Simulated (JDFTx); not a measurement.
**Geometry relaxation of WC (part 1 of 2)**

- system: WC (2 atoms in the cell)
- method: Kohn-Sham DFT of a periodic cell, PBE, PseudoDojo-SR-PBE-0.5-standard, no spin polarisation (JDFTx 1.7.0 (patched build))

The structure derives from an entry of the Crystallography Open Database.

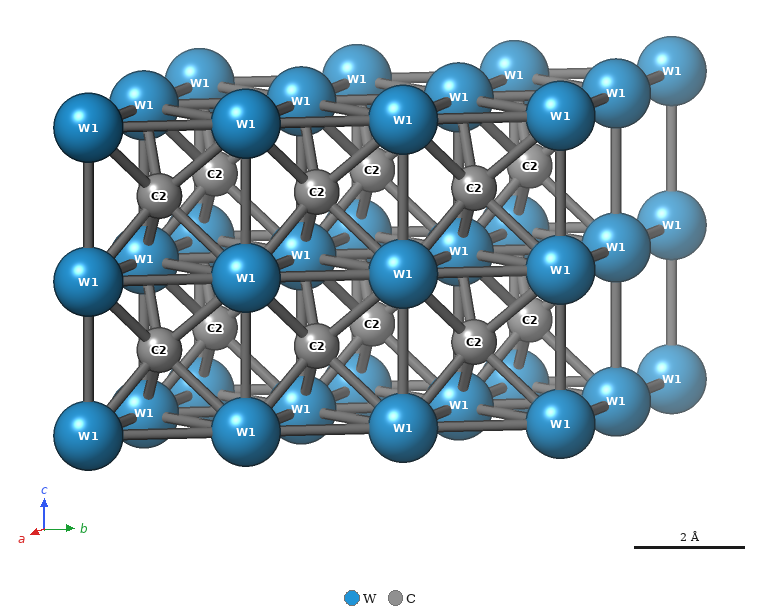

Fig. 1: The starting structure (ball-and-stick view of the cell of the calculation, repeated 2 × 3 × 2, seen slightly off an axis; atoms are numbered from 1 in the order of the input). An atom can appear more than once, as a periodic image.

## Key numbers

```tsv
quantity	value
outcome	converged
space group (tolerance 0.01 Å)	P-6m2 (187)
electrons treated	18
free energy	−2034.4164 eV
Fermi energy	20.334 eV
gap on the k-point mesh	none (metallic)
pressure	0.00 GPa
final volume	21.05 Å³
largest force (length of the vector) at the end	under 0.001 eV/Å
final cell	a = 2.923 Å, b = 2.923 Å, c = 2.845 Å, α = 90.00°, β = 90.00°, γ = 120.00°
hardware	1 thread of Arm Neoverse V1, 24 GiB of memory available, shared host
wall time	100 s
peak memory	0.1 GiB
```

## Notes

Spin–orbit coupling is left out, which matters for W.

## The input
```
lattice \
    5.4924889812    -2.7462444906     0.0000000000 \
    0.0000000000     4.7566349877     0.0000000000 \
    0.0000000000     0.0000000000     5.3603971251
coords-type Cartesian
ion W      0.0000000000     0.0000000000     0.0000000000 1
ion C      2.7462444909     1.5855449958     2.6801985626 1

ion-species pseudo/W.upf
ion-species pseudo/C.upf
elec-cutoff 41 328
elec-ex-corr gga-PBE
kpoint-folding 8 8 7
elec-smearing Fermi 0.0018374661
elec-n-bands 15
electronic-SCF nIterations 100 energyDiffThreshold 1e-09
electronic-minimize nIterations 30 energyDiffThreshold 1e-7
forces-output-coords Cartesian
lattice-minimize nIterations 40 energyDiffThreshold 1e-6

dump-name run.$VAR
dump End Ecomponents EigStats BandEigs Kpoints Forces Stress ElecDensity Dtot KEdensity
```

Launched with:
```bash
jdftx -c 1 -i WC.in -o WC.out
```

## The program's output
```
*************** JDFTx 1.7.0 (patched build) ***************

Input parsed successfully to the following command list (including defaults):
[... the input with its defaults ...]

---------- Setting up symmetries ----------

Found 24 point-group symmetries of the bravais lattice
Found 12 space-group symmetries with basis
Applied RMS atom displacement 1.60078e-10 bohrs to make symmetries exact.

---------- Initializing the Grid ----------
R =
[      5.49249     -2.74624            0  ]
[            0      4.75663            0  ]
[            0            0       5.3604  ]
unit cell volume = 140.044
G =
[    1.14396   0.660465         -0  ]
[          0    1.32093          0  ]
[          0         -0    1.17215  ]
Minimum fftbox size, Smin = [  48  48  44  ]
Chosen fftbox size, S = [  48  48  48  ]

---------- Initializing tighter grid for wavefunction operations ----------
R =
[      5.49249     -2.74624            0  ]
[            0      4.75663            0  ]
[            0            0       5.3604  ]
unit cell volume = 140.044
G =
[    1.14396   0.660465         -0  ]
[          0    1.32093          0  ]
[          0         -0    1.17215  ]
Minimum fftbox size, Smin = [  32  32  32  ]
Chosen fftbox size, S = [  32  32  32  ]

---------- Exchange Correlation functional ----------
Initalized PBE GGA exchange.
Initalized PBE GGA correlation.

---------- Setting up pseudopotentials ----------
Width of ionic core gaussian charges (only for fluid interactions / plotting) set to 0

Reading pseudopotential file 'pseudo/W.upf':
  'W' pseudopotential, 'PBE' functional
  Generated using ONCVPSP code by D. R. Hamann
  14 valence electrons, 4 orbitals, 8 projectors, 1001 radial grid points, with lMax = 3
    5S    l: 0   occupation:  2.0   eigenvalue: -2.905892
    5P    l: 1   occupation:  6.0   eigenvalue: -1.587650
    5D    l: 2   occupation:  4.0   eigenvalue: -0.164649
    6S    l: 0   occupation:  2.0   eigenvalue: -0.209951
  Core radius for overlap checks: 2.00 bohrs.

Reading pseudopotential file 'pseudo/C.upf':
  'C' pseudopotential, 'PBE' functional
  Generated using ONCVPSP code by D. R. Hamann
  4 valence electrons, 2 orbitals, 4 projectors, 1001 radial grid points, with lMax = 1
    2S    l: 0   occupation:  2.0   eigenvalue: -0.505335
    2P    l: 1   occupation:  2.0   eigenvalue: -0.194238
  Core radius for overlap checks: 1.21 bohrs.

Initialized 2 species with 2 total atoms.

Folded 1 k-points by 8x8x7 to 448 k-points.

---------- Setting up k-points, bands, fillings ----------
Adding inversion symmetry to k-mesh for non-inversion-symmetric unit cell.
Reduced to 40 k-points under symmetry.
Computing the number of bands and number of electrons
Calculating initial fillings.
nElectrons:  18.000000   nBands: 15   nStates: 40

----- Setting up reduced wavefunction bases (one per k-point) -----
average nbasis = 1756.328 , ideal nbasis = 1756.046

---------- Setting up ewald sum ----------
Optimum gaussian width for ewald sums = 1.845697 bohr.
Real space sum over 1331 unit cells with max indices [  5  5  5  ]
Reciprocal space sum over 2197 terms with max indices [  6  6  6  ]

---------- Allocating electronic variables ----------
Initializing wave functions:  linear combination of atomic orbitals
Note: number of bands (15) exceeds available atomic orbitals (14)
W pseudo-atom occupations:   s ( 2 2 )  p ( 6 )  d ( 4 )
C pseudo-atom occupations:   s ( 2 )  p ( 2 )
	FillingsUpdate:  mu: +0.749896392  nElectrons: 18.000000
LCAOMinimize: Iter:   0  F: -74.5684981721640980  |grad|_K:  9.484e-03  alpha:  1.000e+00
	FillingsUpdate:  mu: +0.779881322  nElectrons: 18.000000
LCAOMinimize: Iter:   1  F: -74.7000019511736326  |grad|_K:  6.271e-04  alpha:  2.854e-01  linmin: -4.181e-01  cgtest:  9.184e-01
LCAOMinimize: Encountered beta<0, resetting CG.
[... 7 lines of inner loops ...]
LCAOMinimize: 	Predicted alpha/alphaT>3.000000, increasing alphaT to 8.894925e-01.
	FillingsUpdate:  mu: +0.782149277  nElectrons: 18.000000
LCAOMinimize: Iter:   5  F: -74.7005346633493872  |grad|_K:  8.468e-08  alpha:  9.363e-01  linmin: -8.703e-04  cgtest:  1.689e-02
LCAOMinimize: Converged (|Delta F|<1.000000e-06 for 2 iters).

--------- Lattice Minimization ---------

-------- Electronic minimization -----------
Will mix electronic density at each iteration.
	FillingsUpdate:  mu: +0.782149277  nElectrons: 18.000000
	FillingsUpdate:  mu: +0.766007793  nElectrons: 18.000000
SCF: Cycle:  0   F: -74.761370829684950   dF: -6.084e-02   |Residual|: 6.288e-02   |deigs|: 8.336e-02
	FillingsUpdate:  mu: +0.762413430  nElectrons: 18.000000
SCF: Cycle:  1   F: -74.762911669101726   dF: -1.541e-03   |Residual|: 3.197e-02   |deigs|: 7.881e-03
	FillingsUpdate:  mu: +0.759472845  nElectrons: 18.000000
SCF: Cycle:  2   F: -74.763209005572392   dF: -2.973e-04   |Residual|: 4.956e-03   |deigs|: 6.538e-03
	FillingsUpdate:  mu: +0.759678038  nElectrons: 18.000000
SCF: Cycle:  3   F: -74.763223835886606   dF: -1.483e-05   |Residual|: 2.649e-03   |deigs|: 7.060e-04
	FillingsUpdate:  mu: +0.759961716  nElectrons: 18.000000
SCF: Cycle:  4   F: -74.763225983376984   dF: -2.147e-06   |Residual|: 9.370e-04   |deigs|: 5.367e-04
	FillingsUpdate:  mu: +0.759851886  nElectrons: 18.000000
SCF: Cycle:  5   F: -74.763226717893957   dF: -7.345e-07   |Residual|: 1.863e-04   |deigs|: 2.329e-04
	FillingsUpdate:  mu: +0.759858064  nElectrons: 18.000000
SCF: Cycle:  6   F: -74.763226834969004   dF: -1.171e-07   |Residual|: 8.800e-05   |deigs|: 1.370e-05
	FillingsUpdate:  mu: +0.759867003  nElectrons: 18.000000
SCF: Cycle:  7   F: -74.763226876397169   dF: -4.143e-08   |Residual|: 1.446e-05   |deigs|: 2.297e-05
	FillingsUpdate:  mu: +0.759868579  nElectrons: 18.000000
SCF: Cycle:  8   F: -74.763226888651090   dF: -1.225e-08   |Residual|: 1.021e-05   |deigs|: 7.173e-06
	FillingsUpdate:  mu: +0.759868022  nElectrons: 18.000000
SCF: Cycle:  9   F: -74.763226893090120   dF: -4.439e-09   |Residual|: 3.920e-06   |deigs|: 7.836e-06
	FillingsUpdate:  mu: +0.759867399  nElectrons: 18.000000
SCF: Cycle: 10   F: -74.763226894303742   dF: -1.214e-09   |Residual|: 2.600e-06   |deigs|: 5.258e-06
	FillingsUpdate:  mu: +0.759867329  nElectrons: 18.000000
SCF: Cycle: 11   F: -74.763226894754425   dF: -4.507e-10   |Residual|: 2.274e-06   |deigs|: 4.599e-06
	FillingsUpdate:  mu: +0.759867542  nElectrons: 18.000000
SCF: Cycle: 12   F: -74.763226894889584   dF: -1.352e-10   |Residual|: 6.332e-07   |deigs|: 4.815e-06
SCF: Converged (|Delta E|<1.000000e-09 for 2 iters).

Setting wave functions to eigenvectors of Hamiltonian
# Lattice vectors:
R =
[      5.49249     -2.74624            0  ]
[            0      4.75663            0  ]
[            0            0       5.3604  ]
unit cell volume = 140.044

# Strain tensor in Cartesian coordinates:
[            0            0            0  ]
[            0            0            0  ]
[            0            0            0  ]

# Stress tensor in Cartesian coordinates [Eh/a0^3]:
[ -0.000202769            0            0  ]
[            0 -0.000202769            0  ]
[            0            0  -0.00017109  ]

# Ionic positions in cartesian coordinates:
ion W   0.000000000150000  -0.000000000050000   0.000000000025000 1
ion C   2.746244490750000   1.585544995850000   2.680198562575000 1

# Forces in Cartesian coordinates:
force W  -0.000000000000000  -0.000000000000000   0.000000000000000 1
force C  -0.000000000000000   0.000000000000000   0.000000000000000 1

# Energy components:
   Eewald =      -66.0113243272684116
       EH =        8.7369029379526228
     Eloc =      -42.6742626992259844
      Enl =       12.3915636197459484
      Exc =      -18.7458507694583965
 Exc_core =        7.1241890981752904
       KE =       24.4156199107824428
-------------------------------------
     Etot =      -74.7631622292964835
       TS =        0.0000646655930970
-------------------------------------
        F =      -74.7632268948895842

LatticeMinimize: Iter:   0  F: -74.763226894889584  |grad|_K:  9.005e-03

#--- Lowdin population analysis ---
# oxidation-state W +0.791
# oxidation-state C -0.712

-------- Electronic minimization -----------
Will mix electronic density at each iteration.
	FillingsUpdate:  mu: +0.759867542  nElectrons: 18.000000
	FillingsUpdate:  mu: +0.757210788  nElectrons: 18.000000
SCF: Cycle:  0   F: -74.763296929837239   dF: -9.145e-07   |Residual|: 1.077e-03   |deigs|: 7.554e-06
	FillingsUpdate:  mu: +0.757205332  nElectrons: 18.000000
SCF: Cycle:  1   F: -74.763299255171020   dF: -2.325e-06   |Residual|: 2.811e-04   |deigs|: 1.856e-04
	FillingsUpdate:  mu: +0.757204341  nElectrons: 18.000000
SCF: Cycle:  2   F: -74.763299374071380   dF: -1.189e-07   |Residual|: 8.877e-05   |deigs|: 3.044e-05
	FillingsUpdate:  mu: +0.757201061  nElectrons: 18.000000
SCF: Cycle:  3   F: -74.763299379588048   dF: -5.517e-09   |Residual|: 1.411e-05   |deigs|: 4.911e-06
	FillingsUpdate:  mu: +0.757200853  nElectrons: 18.000000
SCF: Cycle:  4   F: -74.763299381063760   dF: -1.476e-09   |Residual|: 6.111e-06   |deigs|: 8.817e-06
	FillingsUpdate:  mu: +0.757200254  nElectrons: 18.000000
SCF: Cycle:  5   F: -74.763299381340545   dF: -2.768e-10   |Residual|: 4.261e-06   |deigs|: 5.153e-06
	FillingsUpdate:  mu: +0.757200386  nElectrons: 18.000000
SCF: Cycle:  6   F: -74.763299381463000   dF: -1.225e-10   |Residual|: 1.446e-06   |deigs|: 6.643e-06
SCF: Converged (|Delta E|<1.000000e-09 for 2 iters).

Setting wave functions to eigenvectors of Hamiltonian
# Lattice vectors:
R =
[      5.49827     -2.74914            0  ]
[            0      4.76164            0  ]
[            0            0      5.36516  ]
unit cell volume = 140.464

# Strain tensor in Cartesian coordinates:
[   0.00105299            0            0  ]
[            0   0.00105299            0  ]
[            0            0  0.000888479  ]

# Stress tensor in Cartesian coordinates [Eh/a0^3]:
[ -0.000162186            0            0  ]
[            0 -0.000162186            0  ]
[            0            0  -0.00012815  ]

# Ionic positions in cartesian coordinates:
ion W   0.000000000150158  -0.000000000050053   0.000000000025022 1
ion C   2.749136258121547   1.587214558520226   2.682579862593032 1

# Forces in Cartesian coordinates:
force W   0.000000000000000   0.000000000000000   0.000000000000000 1
force C  -0.000000000000000  -0.000000000000000   0.000000000000000 1

# Energy components:
   Eewald =      -65.9453247646270881
       EH =        8.7578792255595257
     Eloc =      -42.7529858829583063
      Enl =       12.3909845736221165
      Exc =      -18.7422429078215629
 Exc_core =        7.1241890698472297
       KE =       24.4042670328349089
-------------------------------------
     Etot =      -74.7632336535431676
       TS =        0.0000657279198339
-------------------------------------
        F =      -74.7632993814629998

LatticeMinimize: Iter:   1  F: -74.763299381463000  |grad|_K:  7.107e-03  alpha:  1.000e+00  linmin: -9.996e-01

#--- Lowdin population analysis ---
# oxidation-state W +0.792
# oxidation-state C -0.712

-------- Electronic minimization -----------
Will mix electronic density at each iteration.
	FillingsUpdate:  mu: +0.757200386  nElectrons: 18.000000
	FillingsUpdate:  mu: +0.747850356  nElectrons: 18.000000
SCF: Cycle:  0   F: -74.763389129638753   dF: -1.056e-05   |Residual|: 3.964e-03   |deigs|: 2.169e-05
	FillingsUpdate:  mu: +0.747832842  nElectrons: 18.000000
SCF: Cycle:  1   F: -74.763418610743017   dF: -2.948e-05   |Residual|: 1.129e-03   |deigs|: 6.729e-04
	FillingsUpdate:  mu: +0.747825346  nElectrons: 18.000000
SCF: Cycle:  2   F: -74.763420610123177   dF: -1.999e-06   |Residual|: 2.979e-04   |deigs|: 1.257e-04
	FillingsUpdate:  mu: +0.747815841  nElectrons: 18.000000
SCF: Cycle:  3   F: -74.763420628894366   dF: -1.877e-08   |Residual|: 3.890e-05   |deigs|: 1.030e-05
	FillingsUpdate:  mu: +0.747814733  nElectrons: 18.000000
SCF: Cycle:  4   F: -74.763420634378988   dF: -5.485e-09   |Residual|: 1.487e-05   |deigs|: 3.235e-06
	FillingsUpdate:  mu: +0.747815010  nElectrons: 18.000000
SCF: Cycle:  5   F: -74.763420635209741   dF: -8.308e-10   |Residual|: 4.116e-06   |deigs|: 1.551e-06
	FillingsUpdate:  mu: +0.747815082  nElectrons: 18.000000
SCF: Cycle:  6   F: -74.763420635455915   dF: -2.462e-10   |Residual|: 1.220e-06   |deigs|: 1.709e-06
SCF: Converged (|Delta E|<1.000000e-09 for 2 iters).

Setting wave functions to eigenvectors of Hamiltonian
# Lattice vectors:
R =
[      5.51932     -2.75966            0  ]
[            0      4.77987            0  ]
[            0            0       5.3812  ]
unit cell volume = 141.965
```
